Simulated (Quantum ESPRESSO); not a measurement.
## Band-structure run, with input and output: TaS$_{2}$ (part 1 of 2)

The run: band-structure run of TaS$_{2}$ (P-3m1, 3 atoms in the cell). Method and program: Kohn-Sham DFT of a periodic cell, RPBE, PseudoDojo 0.4.1 SR PBE standard, no spin polarisation (Quantum ESPRESSO 7.5).

The structure derives from an entry of the Crystallography Open Database.

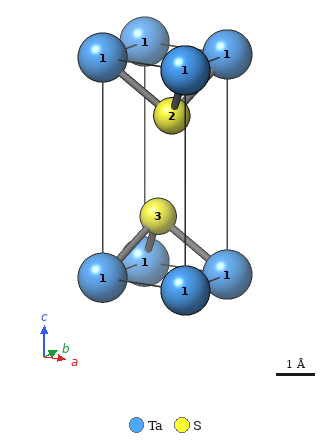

*The structure as given in the input (ball-and-stick view of the cell of the calculation, seen slightly off an axis; atoms are numbered from 1 in the order of the input).*

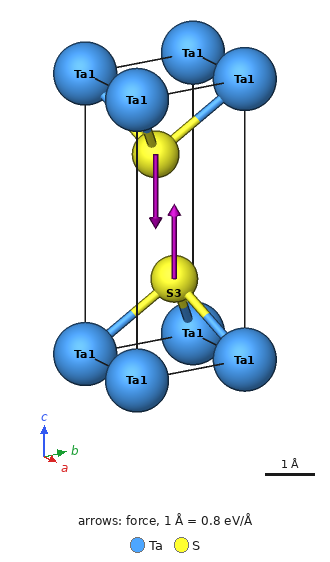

*Forces on the atoms as pink arrows (ball-and-stick view of the cell of the calculation, seen slightly off an axis; atoms are numbered from 1 in the order of the input).*

The largest act on S2, S3 (1.26 eV/Å). The geometry is not a stationary point of this energy.

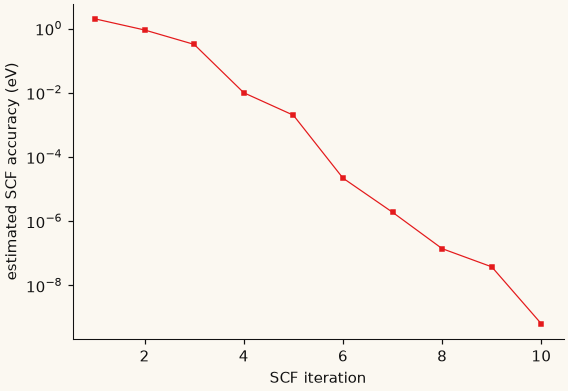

*Convergence of the self-consistent field: estimated SCF accuracy against the iteration.*

The field takes 10 iterations in all.

The input that produced these results follows, with the program's output.

**Input file**
```
&CONTROL
  calculation = 'scf'
  prefix = 'pwscf'
  outdir = './tmp'
  pseudo_dir = './pseudo'
  tprnfor = .true.
  tstress = .true.
  disk_io = 'low'
/
&SYSTEM
  ibrav = 0
  nat = 3
  ntyp = 2
  ecutwfc = 58
  nbnd = 19
  input_dft = 'rpbe'
  occupations = 'smearing'
  smearing = 'fd'
  degauss = 0.00367493
/
&ELECTRONS
  conv_thr = 6d-10
  electron_maxstep = 120
  mixing_beta = 0.5
/
ATOMIC_SPECIES
Ta   180.9479 Ta.upf
S     32.0600 S.upf
CELL_PARAMETERS angstrom
   3.3500000000    0.0000000000    0.0000000000
  -1.6750000000    2.9011851027    0.0000000000
   0.0000000000    0.0000000000    5.8600000000
ATOMIC_POSITIONS crystal
Ta     0.0000000000    0.0000000000    0.0000000000
S      0.6666666667    0.3333333333    0.7500000000
S      0.3333333333    0.6666666667    0.2500000000
K_POINTS automatic
9 9 5 0 0 0
```

**File bands.in**
```
&CONTROL
  calculation = 'bands'
  prefix = 'pwscf'
  outdir = './tmp'
  pseudo_dir = './pseudo'
  disk_io = 'low'
  verbosity = 'high'
/
&SYSTEM
  ibrav = 0
  nat = 3
  ntyp = 2
  ecutwfc = 58
  nbnd = 19
  input_dft = 'rpbe'
  occupations = 'smearing'
  smearing = 'fd'
  degauss = 0.00367493
/
&ELECTRONS
  conv_thr = 1d-08
  electron_maxstep = 120
  mixing_beta = 0.5
  diago_full_acc = .true.
/
ATOMIC_SPECIES
Ta   180.9479 Ta.upf
S     32.0600 S.upf
CELL_PARAMETERS angstrom
   3.3500000000    0.0000000000    0.0000000000
  -1.6750000000    2.9011851027    0.0000000000
   0.0000000000    0.0000000000    5.8600000000
ATOMIC_POSITIONS crystal
Ta     0.0000000000    0.0000000000    0.0000000000
S      0.6666666667    0.3333333333    0.7500000000
S      0.3333333333    0.6666666667    0.2500000000
K_POINTS crystal
60
 0.0000000000  0.0000000000  0.0000000000 1
 0.0625000000  0.0000000000  0.0000000000 1
 0.1250000000  0.0000000000  0.0000000000 1
 0.1875000000  0.0000000000  0.0000000000 1
 0.2500000000  0.0000000000  0.0000000000 1
 0.3125000000  0.0000000000  0.0000000000 1
 0.3750000000  0.0000000000  0.0000000000 1
 0.4375000000  0.0000000000  0.0000000000 1
 0.5000000000  0.0000000000  0.0000000000 1
 0.4583333333  0.0833333333  0.0000000000 1
 0.4166666667  0.1666666667  0.0000000000 1
 0.3750000000  0.2500000000  0.0000000000 1
 0.3333333333  0.3333333333  0.0000000000 1
 0.2962962963  0.2962962963  0.0000000000 1
 0.2592592593  0.2592592593  0.0000000000 1
 0.2222222222  0.2222222222  0.0000000000 1
 0.1851851852  0.1851851852  0.0000000000 1
 0.1481481481  0.1481481481  0.0000000000 1
 0.1111111111  0.1111111111  0.0000000000 1
 0.0740740741  0.0740740741  0.0000000000 1
 0.0370370370  0.0370370370  0.0000000000 1
 0.0000000000  0.0000000000  0.0000000000 1
 0.0000000000  0.0000000000  0.1250000000 1
 0.0000000000  0.0000000000  0.2500000000 1
 0.0000000000  0.0000000000  0.3750000000 1
 0.0000000000  0.0000000000  0.5000000000 1
 0.0625000000  0.0000000000  0.5000000000 1
 0.1250000000  0.0000000000  0.5000000000 1
 0.1875000000  0.0000000000  0.5000000000 1
 0.2500000000  0.0000000000  0.5000000000 1
 0.3125000000  0.0000000000  0.5000000000 1
 0.3750000000  0.0000000000  0.5000000000 1
 0.4375000000  0.0000000000  0.5000000000 1
 0.5000000000  0.0000000000  0.5000000000 1
 0.4666666667  0.0666666667  0.5000000000 1
 0.4333333333  0.1333333333  0.5000000000 1
 0.4000000000  0.2000000000  0.5000000000 1
 0.3666666667  0.2666666667  0.5000000000 1
 0.3333333333  0.3333333333  0.5000000000 1
 0.3030303030  0.3030303030  0.5000000000 1
 0.2727272727  0.2727272727  0.5000000000 1
 0.2424242424  0.2424242424  0.5000000000 1
 0.2121212121  0.2121212121  0.5000000000 1
 0.1818181818  0.1818181818  0.5000000000 1
 0.1515151515  0.1515151515  0.5000000000 1
 0.1212121212  0.1212121212  0.5000000000 1
 0.0909090909  0.0909090909  0.5000000000 1
 0.0606060606  0.0606060606  0.5000000000 1
 0.0303030303  0.0303030303  0.5000000000 1
 0.0000000000  0.0000000000  0.5000000000 1
 0.5000000000  0.0000000000  0.5000000000 1
 0.5000000000  0.0000000000  0.3750000000 1
 0.5000000000  0.0000000000  0.2500000000 1
 0.5000000000  0.0000000000  0.1250000000 1
 0.5000000000  0.0000000000  0.0000000000 1
 0.3333333333  0.3333333333  0.0000000000 1
 0.3333333333  0.3333333333  0.1250000000 1
 0.3333333333  0.3333333333  0.2500000000 1
 0.3333333333  0.3333333333  0.3750000000 1
 0.3333333333  0.3333333333  0.5000000000 1
```

Command:
```bash
OMP_NUM_THREADS=1 pw.x -in pw.in > pw.out
OMP_NUM_THREADS=1 pw.x -in bands.in > bands.out
```

**What the program printed**
```
This program is part of the open-source Quantum ESPRESSO suite
     for quantum simulation of materials; please cite
         "P. Giannozzi et al., J. Phys.:Condens. Matter 21 395502 (2009);
         "P. Giannozzi et al., J. Phys.:Condens. Matter 29 465901 (2017);
         "P. Giannozzi et al., J. Chem. Phys. 152 154105 (2020);
          URL
     in publications or presentations arising from this work. More details at

     IMPORTANT: XC functional enforced from input :
     Exchange-correlation= RPBE
                           (   1   4  44   4   0   0   0)
     Any further DFT definition will be discarded
     Please, verify this is what you really want

     Message from routine setup:
     using ibrav=0 with symmetry is DISCOURAGED, use correct ibrav instead

     G-vector sticks info
     --------------------
     sticks:   dense  smooth     PW     G-vecs:    dense   smooth      PW
     Sum         649     649    199                22937    22937    3755

     Using Slab Decomposition

     bravais-lattice index     =            0
     lattice parameter (alat)  =       6.3306  a.u.
     unit-cell volume          =     384.3390 (a.u.)^3
     number of atoms/cell      =            3
     number of atomic types    =            2
     number of electrons       =        25.00
     number of Kohn-Sham states=           19
     kinetic-energy cutoff     =      58.0000  Ry
     charge density cutoff     =     232.0000  Ry
     scf convergence threshold =      6.0E-10
     mixing beta               =       0.5000
     number of iterations used =            8  plain     mixing
     Exchange-correlation= RPBE
                           (   1   4  44   4   0   0   0)

     celldm(1)=   6.330583  celldm(2)=   0.000000  celldm(3)=   0.000000
     celldm(4)=   0.000000  celldm(5)=   0.000000  celldm(6)=   0.000000

     crystal axes: (cart. coord. in units of alat)
               a(1) = (   1.000000   0.000000   0.000000 )
               a(2) = (  -0.500000   0.866025   0.000000 )
               a(3) = (   0.000000   0.000000   1.749254 )

     reciprocal axes: (cart. coord. in units 2 pi/alat)
               b(1) = (  1.000000  0.577350 -0.000000 )
               b(2) = (  0.000000  1.154701  0.000000 )
               b(3) = (  0.000000 -0.000000  0.571672 )

     PseudoPot. # 1 for Ta read from file:
     Ta.upf
     Pseudo is Norm-conserving + core correction, Zval = 13.0
     Generated using ONCVPSP code by D. R. Hamann
     Using radial grid of 1450 points,  8 beta functions with:
                l(1) =   0
                l(2) =   0
                l(3) =   1
                l(4) =   1
                l(5) =   2
                l(6) =   2
                l(7) =   3
                l(8) =   3

     PseudoPot. # 2 for S  read from file:
     S.upf
     Pseudo is Norm-conserving + core correction, Zval =  6.0
     Generated using ONCVPSP code by D. R. Hamann
     Using radial grid of 1146 points,  6 beta functions with:
                l(1) =   0
                l(2) =   0
                l(3) =   1
                l(4) =   1
                l(5) =   2
                l(6) =   2

     atomic species   valence    mass     pseudopotential
     Ta               13.00   180.94790     Ta( 1.00)
     S                 6.00    32.06000     S ( 1.00)

     12 Sym. Ops., with inversion, found

   Cartesian axes

     site n.     atom                  positions (alat units)
         1        Ta     tau(   1) = (   0.0000000   0.0000000   0.0000000  )
         2        S      tau(   2) = (   0.5000000   0.2886751   1.3119403  )
         3        S      tau(   3) = (  -0.0000000   0.5773503   0.4373134  )

     number of k points=    50  Fermi-Dirac smearing, width (Ry)=  0.0037
                       cart. coord. in units 2pi/alat
        k(    1) = (   0.0000000   0.0000000   0.0000000), wk =   0.0049383
        k(    2) = (   0.0000000   0.0000000   0.1143345), wk =   0.0098765
        k(    3) = (   0.0000000   0.0000000   0.2286689), wk =   0.0098765
        k(    4) = (   0.0000000   0.1283001   0.0000000), wk =   0.0296296
        k(    5) = (   0.0000000   0.1283001   0.1143345), wk =   0.0296296
        k(    6) = (   0.0000000   0.1283001   0.2286689), wk =   0.0296296
        k(    7) = (   0.0000000   0.2566001   0.0000000), wk =   0.0296296
        k(    8) = (   0.0000000   0.2566001   0.1143345), wk =   0.0296296
        k(    9) = (   0.0000000   0.2566001   0.2286689), wk =   0.0296296
        k(   10) = (   0.0000000   0.3849002   0.0000000), wk =   0.0296296
        k(   11) = (   0.0000000   0.3849002   0.1143345), wk =   0.0296296
        k(   12) = (   0.0000000   0.3849002   0.2286689), wk =   0.0296296
        k(   13) = (   0.0000000   0.5132002   0.0000000), wk =   0.0296296
        k(   14) = (   0.0000000   0.5132002   0.1143345), wk =   0.0296296
        k(   15) = (   0.0000000   0.5132002   0.2286689), wk =   0.0296296
        k(   16) = (   0.1111111   0.1924501   0.0000000), wk =   0.0296296
        k(   17) = (   0.1111111   0.1924501   0.1143345), wk =   0.0592593
        k(   18) = (   0.1111111   0.1924501   0.2286689), wk =   0.0592593
        k(   19) = (   0.1111111   0.3207501   0.0000000), wk =   0.0592593
        k(   20) = (   0.1111111   0.3207501   0.1143345), wk =   0.0592593
        k(   21) = (   0.1111111   0.3207501   0.2286689), wk =   0.0592593
        k(   22) = (   0.1111111   0.4490502   0.0000000), wk =   0.0592593
        k(   23) = (   0.1111111   0.4490502   0.1143345), wk =   0.0592593
        k(   24) = (   0.1111111   0.4490502   0.2286689), wk =   0.0592593
        k(   25) = (   0.1111111   0.5773503   0.0000000), wk =   0.0296296
        k(   26) = (   0.1111111   0.5773503   0.1143345), wk =   0.0592593
        k(   27) = (   0.1111111   0.5773503   0.2286689), wk =   0.0592593
        k(   28) = (   0.2222222   0.3849002   0.0000000), wk =   0.0296296
        k(   29) = (   0.2222222   0.3849002   0.1143345), wk =   0.0592593
        k(   30) = (   0.2222222   0.3849002   0.2286689), wk =   0.0592593
        k(   31) = (   0.2222222   0.5132002   0.0000000), wk =   0.0592593
        k(   32) = (   0.2222222   0.5132002   0.1143345), wk =   0.0592593
        k(   33) = (   0.2222222   0.5132002   0.2286689), wk =   0.0592593
        k(   34) = (   0.3333333   0.5773503   0.0000000), wk =   0.0098765
        k(   35) = (   0.3333333   0.5773503   0.1143345), wk =   0.0197531
        k(   36) = (   0.3333333   0.5773503   0.2286689), wk =   0.0197531
        k(   37) = (   0.0000000   0.1283001  -0.1143345), wk =   0.0296296
        k(   38) = (   0.0000000   0.1283001  -0.2286689), wk =   0.0296296
        k(   39) = (   0.0000000   0.2566001  -0.1143345), wk =   0.0296296
        k(   40) = (   0.0000000   0.2566001  -0.2286689), wk =   0.0296296
        k(   41) = (   0.0000000   0.3849002  -0.1143345), wk =   0.0296296
        k(   42) = (   0.0000000   0.3849002  -0.2286689), wk =   0.0296296
        k(   43) = (   0.0000000   0.5132002  -0.1143345), wk =   0.0296296
        k(   44) = (   0.0000000   0.5132002  -0.2286689), wk =   0.0296296
        k(   45) = (  -0.1111111   0.3207501  -0.1143345), wk =   0.0592593
        k(   46) = (  -0.1111111   0.3207501  -0.2286689), wk =   0.0592593
        k(   47) = (  -0.1111111   0.4490502  -0.1143345), wk =   0.0592593
        k(   48) = (  -0.1111111   0.4490502  -0.2286689), wk =   0.0592593
        k(   49) = (  -0.2222222   0.5132002  -0.1143345), wk =   0.0592593
        k(   50) = (  -0.2222222   0.5132002  -0.2286689), wk =   0.0592593

     Dense  grid:    22937 G-vectors     FFT dimensions: (  32,  32,  54)

     Initial potential from superposition of free atoms

     starting charge      24.9990, renormalised to      25.0000
     Starting wfcs are   18 randomized atomic wfcs +    1 random wfcs

     Self-consistent Calculation

     iteration #  1     ecut=    58.00 Ry     beta= 0.50
     Davidson diagonalization with overlap
     ethr =  1.00E-02,  avg # of iterations =  5.1

     Threshold (ethr) on eigenvalues was too large:
     Diagonalizing with lowered threshold

     Davidson diagonalization with overlap
     ethr =  5.46E-04,  avg # of iterations =  2.1

     total energy              =    -174.61795502 Ry
     estimated scf accuracy    <       0.14435699 Ry

     iteration #  2     ecut=    58.00 Ry     beta= 0.50
     Davidson diagonalization with overlap
     ethr =  5.77E-04,  avg # of iterations =  2.0

     total energy              =    -174.63205388 Ry
     estimated scf accuracy    <       0.06580990 Ry

     iteration #  3     ecut=    58.00 Ry     beta= 0.50
     Davidson diagonalization with overlap
     ethr =  2.63E-04,  avg # of iterations =  2.4

     total energy              =    -174.64865095 Ry
     estimated scf accuracy    <       0.02346380 Ry

     iteration #  4     ecut=    58.00 Ry     beta= 0.50
     Davidson diagonalization with overlap
     ethr =  9.39E-05,  avg # of iterations =  1.6

     total energy              =    -174.65168879 Ry
     estimated scf accuracy    <       0.00076944 Ry

     iteration #  5     ecut=    58.00 Ry     beta= 0.50
     Davidson diagonalization with overlap
     ethr =  3.08E-06,  avg # of iterations =  5.8

     total energy              =    -174.65177426 Ry
     estimated scf accuracy    <       0.00014515 Ry

     iteration #  6     ecut=    58.00 Ry     beta= 0.50
     Davidson diagonalization with overlap
     ethr =  5.81E-07,  avg # of iterations =  1.8

     total energy              =    -174.65180271 Ry
     estimated scf accuracy    <       0.00000159 Ry

     iteration #  7     ecut=    58.00 Ry     beta= 0.50
     Davidson diagonalization with overlap
     ethr =  6.35E-09,  avg # of iterations =  3.7

     total energy              =    -174.65180365 Ry
     estimated scf accuracy    <       0.00000014 Ry

     iteration #  8     ecut=    58.00 Ry     beta= 0.50
     Davidson diagonalization with overlap
     ethr =  5.70E-10,  avg # of iterations =  2.4

     total energy              =    -174.65180371 Ry
     estimated scf accuracy    <       0.00000001 Ry

     iteration #  9     ecut=    58.00 Ry     beta= 0.50
     Davidson diagonalization with overlap
     ethr =  4.66E-11,  avg # of iterations =  2.4

     total energy              =    -174.65180372 Ry
     estimated scf accuracy    <          2.8E-09 Ry

     iteration # 10     ecut=    58.00 Ry     beta= 0.50
     Davidson diagonalization with overlap
     ethr =  1.13E-11,  avg # of iterations =  2.1

     End of self-consistent calculation

          k = 0.0000 0.0000 0.0000 (  2901 PWs)   bands (ev):
```
